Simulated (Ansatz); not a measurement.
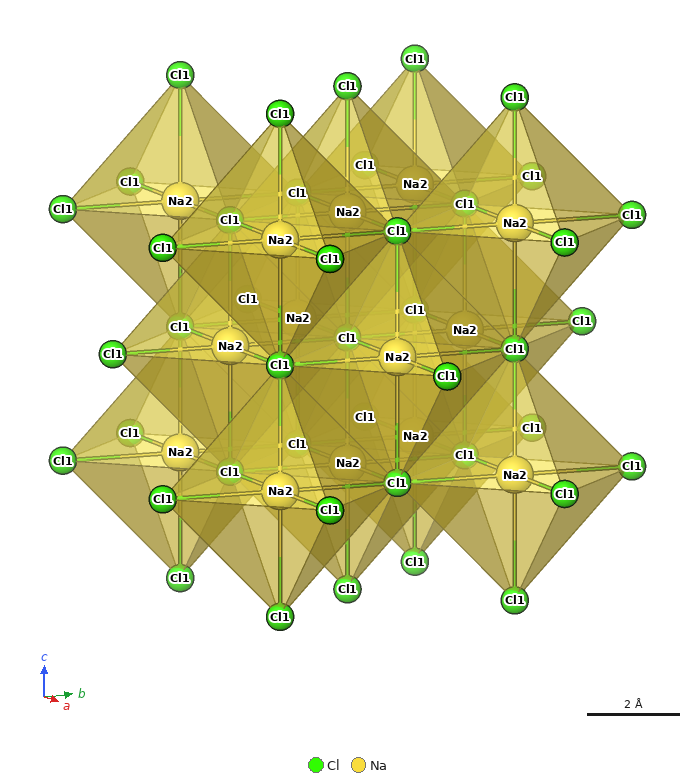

Fig. 1: The input geometry of run A (polyhedral view of the cell 4 times as large as that of the calculation, set on its symmetry axes, seen slightly off an axis; polyhedra are completed across the faces of the cell; atoms are numbered from 1 in the order of the input).

## NaCl: a changed input and its effect

System: NaCl (Fm-3m, 2 atoms in the cell).
Method of run A: Kohn-Sham DFT of a periodic cell, RPBE with D4, all-electron LAPW, scalar-relativistic, no spin polarisation (Ansatz 0.2.0).

The structure derives from a Materials Project entry. Text and figures count atoms from 1; the logs count them from 0 in places.

## The input, run A
```yaml
crystal:
  lattice:
    - [0.0, 2.7940632177, 2.7940632177]
    - [2.7940632177, 0.0, 2.7940632177]
    - [2.7940632177, 2.7940632177, 0.0]
  atoms:
    - { symbol: Cl, position: [0.5, 0.5, 0.5] }
    - { symbol: Na, position: [0.0, 0.0, 0.0] }
kpoints:
  mp_grid: { grid: [8, 8, 8] }
scf:
  occupations: { method: fermi_dirac, width: 0.05 }
hamiltonian:
  xc: rpbe
  dispersion: d4
  pseudopotentials: { kind: all_electron, lapw: { basis_error: 0.001 } }
output:
  forces: true
  stress: true
relax:
  f_tol: 0.01
  max_steps: 60
  cell: {}
```

Launched with:
```bash
ansatz run input.yaml --threads 1 --pin off --max-ram 3072MiB --backend cpu --events-out ev --progress --plain --runs-dir out
```

Hardware: 1 thread of Arm Neoverse V1, 24 GiB of memory available, shared host.

## Output, shortened to warnings, some set-up lines, iterations and results (run A)
```
Basis set: ecut = 181.13475353706426 eV, 259 PW (Γ), exchange–correlation at level 2
Symmetry: 48 space group operations
k-points: 29 of 512
Initial density: superposition of atomic densities (chi_scale 0.1, normalization cell, long waves kept (reshape's long-wave potential 0.00 eV rms))
[...]
SCF iter   1: F=—  HF=-16988.689041 eV  |F-HF|=—  |Δ(HF+E_count)|=         —  Δρ=2.35e-2  dr2=4.69e-1  ethr=1.96e-3  ⟨swp⟩=2.0  Hψ=2933  notcnv=0
SCF iter   2: F=—  HF=-16988.488546 eV  |F-HF|=—  |Δ(HF+E_count)|=   2.00e-1  Δρ=5.53e-3  dr2=2.38e-2  ethr=9.91e-5  ⟨swp⟩=2.0  Hψ=2403  notcnv=0
SCF iter   3: F=—  HF=-16988.502632 eV  |F-HF|=—  |Δ(HF+E_count)|=         —  Δρ=3.00e-3  dr2=7.20e-3  ethr=9.91e-5  ⟨swp⟩=2.5  Hψ=1410  notcnv=0
SCF iter   4: F=—  HF=-16988.510388 eV  |F-HF|=—  |Δ(HF+E_count)|=   7.76e-3  Δρ=2.87e-4  dr2=4.80e-5  ethr=3.00e-5  ⟨swp⟩=3.0  Hψ=1480  notcnv=0
SCF iter   5: F=—  HF=-16988.510598 eV  |F-HF|=—  |Δ(HF+E_count)|=   2.11e-4  Δρ=7.71e-5  dr2=3.23e-6  ethr=2.00e-7  ⟨swp⟩=3.0  Hψ=1384  notcnv=0
[... 19 lines ...]
relax step   4: F+E_penalty+E_count = -16988.52765007 eV  Δ(F+E_penalty+E_count) = -2.588e-5 eV  max|allowed force component| = 3.343e-31 eV/Å  Δτ_max = 0.0000 Å  P = +0.002 …
SCF iter   1: F=—  HF=-16988.527662 eV  |F-HF|=—  |Δ(HF+E_count)|=         —  Δρ=7.52e-6  dr2=5.34e-8  ethr=2.26e-10  ⟨swp⟩=4.0  Hψ=2633  notcnv=0
SCF iter   2: F=-16988.527650 eV  HF=-16988.527650 eV  |F-HF|=2.19e-8  |Δ(HF+E_count)|=   1.20e-5  Δρ=4.34e-6  dr2=1.77e-8  ethr=2.23e-10  ⟨swp⟩=3.0  Hψ=1508  notcnv=0
SCF 5 converged in 2 iterations: F = -16988.527650 eV  dr2 = 1.77e-8
relax step   5: F+E_penalty+E_count = -16988.52765025 eV  Δ(F+E_penalty+E_count) = -1.854e-7 eV  max|allowed force component| = 3.677e-31 eV/Å  Δτ_max = 0.0000 Å  P = +0.003 …
basis re-selected at this cell: Δ(F+E_penalty+E_count) = -1.854e-7 eV, ΔP = +0.000 GPa vs the last step (what re-selecting the basis moved, after the strain that the cell walked since its last selection, with what the two solves' SCF thresholds leave and, on support functions, any second-order …
SCF converged after 2 iterations
Free energy (F): -16988.527650 eV
Harris-Foulkes:  -16988.527650 eV  (|F-HF|=2.19e-8)
Internal energy: -16988.527650 eV  (E = F + TS)
E sigma→0 (E₀):  -16988.527650 eV
Fermi energy:    3.819280 eV
--- Per-component energies (eV) ---
  E_band       = -1806.098093
  E_kinetic    = 17057.142630
  E_xc         = -1166.899098
  E_electrostatic = -32878.437137  (all electrons and nuclei)
  E_disp       = -0.334045  (pairwise vdW)
  E_smearing   = -0.000000  (= −TS)
  E_closure    = 0.000000  (closes the sum)
  E_atoms      = -16981.771021  (free atoms, spherical and without spin; not in F)
  Σ components = -16988.527650   (vs F -16988.527650, Δ=0.00e0)
  Basis errors (estimates in eV, not in F): energy 4.8e-4 per atom: plane waves 4.2e-4 (2.2e-4 summed), levels above the bands 1.1e-73, relativity 3.9e-8, radial functions 5.7e-5, core shells 2.3e-15; eigenvalues (radial functions only) 6.5e-6; not estimated: angular momenta, meshes, grids; target …
--- Forces (eV/Å), atoms counted from 1 ---
  atom   1  Cl     0.00000000    -0.00000000    -0.00000000
  atom   2  Na    -0.00000000     0.00000000     0.00000000
  max |Σ_I F_I| component: 5.79e-31 eV/Å
--- Stress (GPa, compression-positive) ---
        0.002538      -0.000000      -0.000000
       -0.000000       0.002538      -0.000000
       -0.000000      -0.000000       0.002538
  P = ⅓ Tr σ = 0.0025 GPa (0.025 kbar)
--- Relaxed structure (4 steps of the walk, 4 accepted, 1 SCFs on fresh bases) ---
  F+E_penalty+E_count = -16988.52765025 eV   max|allowed force component| = 3.677e-31 eV/Å   (the final SCF, on the basis selected at the relaxed cell)
  cell:  # Å, volume = 46.7964 Å³
    - [-1.0955049870725519e-33, 2.86018534122842, 2.86018534122842]
    - [2.86018534122842, -9.298847092815996e-34, 2.86018534122842]
    - [2.86018534122842, 2.86018534122842, -1.2717743360393495e-35]
  atoms:
    - { symbol: Cl, position: [0.5, 0.5, 0.5] }
    - { symbol: Na, position: [2.1540425564051298e-35, -2.4412482305925183e-35, -2.441248230591833e-35] }
```

The input of run B differs as follows (lines with − go, lines with + come):
```diff
-  xc: rpbe
-  dispersion: d4
+  xc: blyp
-  f_tol: 0.01
+  f_tol: 0.02
```

Predict how the results change.

The total energies belong to different models, so their difference says nothing on which is more stable or more accurate. The volume per atom goes from 23.40 to 23.91 Å³. The functional changes from RPBE to BLYP. The SCF takes 21 iterations over all geometry steps against 19.

## Output, shortened to warnings, some set-up lines, iterations and results (run B)
```
Basis set: ecut = 180.6819939283755 eV, 259 PW (Γ), exchange–correlation at level 2
Symmetry: 48 space group operations
k-points: 29 of 512
Initial density: superposition of atomic densities (chi_scale 0.1, normalization cell, long waves kept (reshape's long-wave potential 0.00 eV rms))
[...]
SCF iter   1: F=—  HF=-16990.257683 eV  |F-HF|=—  |Δ(HF+E_count)|=         —  Δρ=2.54e-2  dr2=5.44e-1  ethr=2.27e-3  ⟨swp⟩=2.0  Hψ=2949  notcnv=0
SCF iter   2: F=—  HF=-16989.972127 eV  |F-HF|=—  |Δ(HF+E_count)|=   2.86e-1  Δρ=5.11e-3  dr2=1.87e-2  ethr=7.80e-5  ⟨swp⟩=2.0  Hψ=2415  notcnv=0
SCF iter   3: F=—  HF=-16989.968731 eV  |F-HF|=—  |Δ(HF+E_count)|=         —  Δρ=3.06e-3  dr2=7.52e-3  ethr=7.79e-5  ⟨swp⟩=2.0  Hψ=1392  notcnv=0
SCF iter   4: F=—  HF=-16989.969510 eV  |F-HF|=—  |Δ(HF+E_count)|=   7.79e-4  Δρ=1.46e-4  dr2=6.00e-6  ethr=3.13e-5  ⟨swp⟩=2.0  Hψ=1392  notcnv=0
SCF iter   5: F=—  HF=-16989.969537 eV  |F-HF|=—  |Δ(HF+E_count)|=   2.71e-5  Δρ=4.15e-5  dr2=4.70e-7  ethr=2.50e-8  ⟨swp⟩=3.0  Hψ=1402  notcnv=0
[... 21 lines ...]
relax step   4: F+E_penalty+E_count = -16989.99947926 eV  Δ(F+E_penalty+E_count) = -7.072e-5 eV  max|allowed force component| = 2.445e-31 eV/Å  Δτ_max = 0.0000 Å  P = +0.005 …
SCF iter   1: F=—  HF=-16989.999459 eV  |F-HF|=—  |Δ(HF+E_count)|=         —  Δρ=6.85e-6  dr2=4.76e-8  ethr=1.96e-10  ⟨swp⟩=4.2  Hψ=2652  notcnv=0
SCF iter   2: F=-16989.999478 eV  HF=-16989.999478 eV  |F-HF|=8.17e-9  |Δ(HF+E_count)|=   1.97e-5  Δρ=3.34e-6  dr2=1.11e-8  ethr=1.96e-10  ⟨swp⟩=3.0  Hψ=1508  notcnv=0
SCF 5 converged in 2 iterations: F = -16989.999478 eV  dr2 = 1.11e-8
relax step   5: F+E_penalty+E_count = -16989.99947832 eV  Δ(F+E_penalty+E_count) = +9.386e-7 eV  max|allowed force component| = 2.388e-31 eV/Å  Δτ_max = 0.0000 Å  P = +0.005 …
basis re-selected at this cell: Δ(F+E_penalty+E_count) = +9.386e-7 eV, ΔP = +0.000 GPa vs the last step (what re-selecting the basis moved, after the strain that the cell walked since its last selection, with what the two solves' SCF thresholds leave and, on support functions, any second-order …
SCF converged after 2 iterations
Free energy (F): -16989.999478 eV
Harris-Foulkes:  -16989.999478 eV  (|F-HF|=8.17e-9)
Internal energy: -16989.999478 eV  (E = F + TS)
E sigma→0 (E₀):  -16989.999478 eV
Fermi energy:    3.619387 eV
--- Per-component energies (eV) ---
  E_band       = -1809.049857
  E_kinetic    = 17059.967985
  E_xc         = -1168.322437
  E_electrostatic = -32881.645026  (all electrons and nuclei)
  E_smearing   = -0.000000  (= −TS)
  E_closure    = 0.000000  (closes the sum)
  E_atoms      = -16983.682356  (free atoms, spherical and without spin; not in F)
  Σ components = -16989.999478   (vs F -16989.999478, Δ=0.00e0)
  Basis errors (estimates in eV, not in F): energy 6.9e-4 per atom: plane waves 6.4e-4 (5.3e-4 summed), levels above the bands 5.8e-73, relativity 9.0e-8, radial functions 4.6e-5, core shells 3.0e-15; eigenvalues (radial functions only) 5.6e-6; not estimated: angular momenta, meshes, grids; target …
--- Forces (eV/Å), atoms counted from 1 ---
  atom   1  Cl     0.00000000     0.00000000     0.00000000
  atom   2  Na    -0.00000000     0.00000000     0.00000000
  max |Σ_I F_I| component: 4.43e-31 eV/Å
--- Stress (GPa, compression-positive) ---
        0.005447      -0.000000      -0.000000
       -0.000000       0.005447       0.000000
       -0.000000       0.000000       0.005447
  P = ⅓ Tr σ = 0.0054 GPa (0.054 kbar)
--- Relaxed structure (4 steps of the walk, 4 accepted, 1 SCFs on fresh bases) ---
  F+E_penalty+E_count = -16989.99947832 eV   max|allowed force component| = 2.388e-31 eV/Å   (the final SCF, on the basis selected at the relaxed cell)
  cell:  # Å, volume = 47.8109 Å³
    - [9.394592185651245e-35, 2.8807061801011224, 2.8807061801011224]
    - [2.8807061801011224, 4.936141656867601e-35, 2.8807061801011224]
    - [2.8807061801011224, 2.8807061801011224, -6.687675793175458e-35]
  atoms:
    - { symbol: Cl, position: [0.5, 0.5, 0.5] }
    - { symbol: Na, position: [3.3028652531539796e-35, -3.446468090247613e-35, -3.733673764434785e-35] }
```

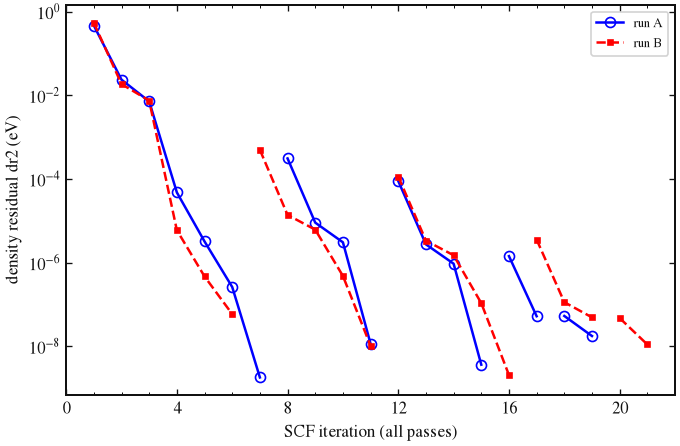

Fig. 2: Convergence of the two runs: density residual dr2 against the SCF iteration. A break in a curve parts two SCF passes. Run A takes 19 iterations in all, and run B takes 21.

## The two runs side by side

| quantity | run A | run B |
| --- | --- | --- |
| outcome | converged | converged |
| free energy per atom (eV) | −8494.2638 | −8494.9997 |
| pressure (GPa) | 0.00 | 0.01 |
| volume per atom (Å³) | 23.40 | 23.91 |
| largest force (eV/Å) | 0.000 | 0.000 |
| SCF iterations | 19 | 21 |
| irreducible k-points | 29 | 29 |
| wall time (shared host) | 11 s | 11 s |
